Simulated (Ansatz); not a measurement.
Input file:

```
crystal:
  lattice:
    - [0.0, 2.6166084309, 2.6166084309]
    - [2.6166084309, 0.0, 2.6166084309]
    - [2.6166084309, 2.6166084309, 0.0]
  atoms:
    - { symbol: Mo, position: [0.0, 0.0, 0.0], spin: -0.56 }
    - { symbol: Se, position: [0.5, 0.5, 0.5] }
basis:
  ecutwfc: 420
kpoints:
  mp_grid: { grid: [14, 14, 14] }
hamiltonian:
  xc: pbe
scf:
  occupations: { method: gaussian, width: 0.1 }
output:
  forces: true
  stress: true
  eigenvalues: true
  populations: true
  write_density: true
  write_potential: true
  elf: true
  volumetric_format: npy
magnetization:
  spin_polarized: true
relax:
  adjacent_minimum: "off"
  f_tol: 0.01
  max_steps: 80
  cell: { stress_tol: 0.05 }
```

Run with:

```sh
ansatz run input.yaml --threads 1 --pin off --max-ram 2560MiB --backend cpu --events-out ev --progress --plain --runs-dir out
```

Below, planes, directions and counts refer to the conventional cell (a = 5.22 Å, b = 5.22 Å, c = 5.22 Å, α = 90.00°, β = 90.00°, γ = 90.00°).

The fields are those of the relaxed geometry.

Space group Fm-3m; started from the rock salt prototype, which need not be the ambient phase; the program warned that a starting moment wasn't kept; spin-polarised, but the moments vanished.

Level of theory: DFT PBE, scalar-relativistic, plane waves, PAW (Ansatz).

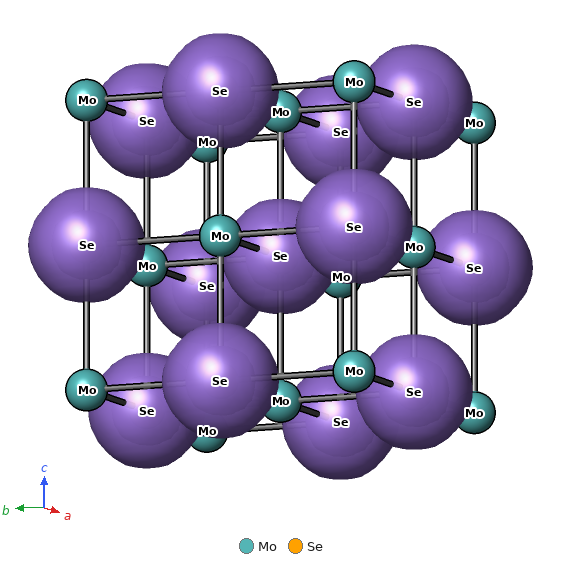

MoSe. Isosurface of the electron localisation function at 0.7 (purple), seen at an oblique angle. Only the valence region is drawn (cores and ρ < 0.01 e/Å³ removed). Sticks mark near contacts.

Core electrons are frozen (PAW), and the valence fields are smoothed inside the atomic spheres.

> Describe the localisation domains.

The ELF exceeds this value in four regions wrapped around Se (the valence shell of each), counted in one cell of 8 atoms. Regions shared between cells count once. Along the contacts the grid gives the following. Mo–Se (2.61 Å): the ELF is about 0.35 at the midpoint.

> Metal or insulator at this level of theory?

It is gapless in this calculation (a metal or semimetal); semilocal functionals without U, or without the true magnetic order, often close the gap of such compounds.
